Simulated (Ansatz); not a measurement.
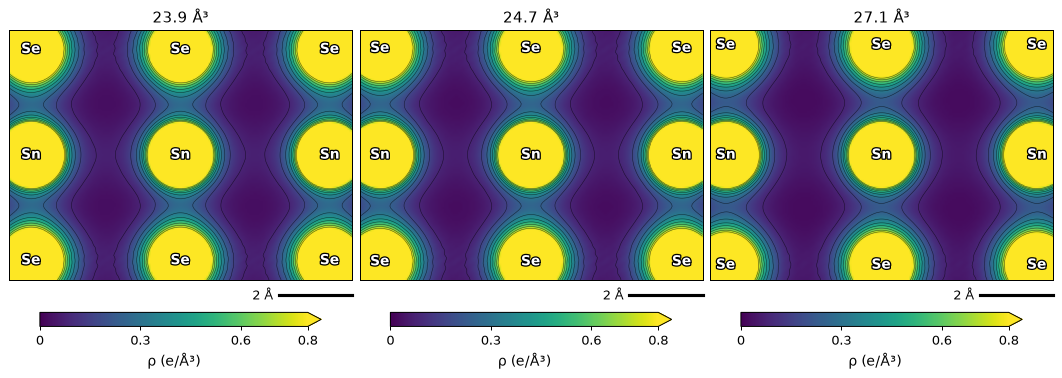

SnSe. The valence electron density of cells scaled evenly to different volumes (given per atom above each panel), on the (11̄0) plane of each (indices in the axes of the cell below), at one length scale and on one colour scale.

Started from the rocksalt prototype, which need not be the ambient phase.

All numbers below come from DFT, HSE06, plane waves, PAW in Ansatz 0.2.0.

In a PAW calculation such maps are meaningful between the atoms, not at the nuclei.

The largest cell:

```cif
data_structure
_symmetry_space_group_name_H-M 'P 1'
_symmetry_Int_Tables_number 1
_cell_length_a 4.3305
_cell_length_b 4.3305
_cell_length_c 4.3305
_cell_angle_alpha 60.000
_cell_angle_beta 60.000
_cell_angle_gamma 60.000
_cell_volume 57.43
loop_
_atom_site_label
_atom_site_type_symbol
_atom_site_fract_x
_atom_site_fract_y
_atom_site_fract_z
_atom_site_occupancy
Sn1 Sn 0.00000 0.00000 0.00000 1
Se1 Se 0.50000 0.50000 0.50000 1
```

| volume (Å³/atom) | Sn–Se contact in the plane (Å) | ρ at its midpoint (e/Å³) | pressure (GPa) | 
| --- | --- | --- | --- |
| 23.94 | 2.882 | 0.280 | 8.2 | 
| 24.69 | 2.912 | 0.266 | 5.7 | 
| 26.25 | 2.972 | ? | ? | 
| 27.06 | 3.002 | 0.230 | −0.2 | 
| 28.71 | 3.062 | 0.210 | −2.9 | 

> Estimate the missing row, and compare with the calculation.

Over the known rows ln ρ falls by 1.60 per Å of Sn–Se distance (a least-squares line), which gives 0.242 e/Å³ at 2.972 Å; the calculation gives 0.242 e/Å³. For the pressure, a straight line in volume between the neighbouring rows gives 1.8 GPa; the calculation gives 1.5, lower because pressure rises ever faster on compression.
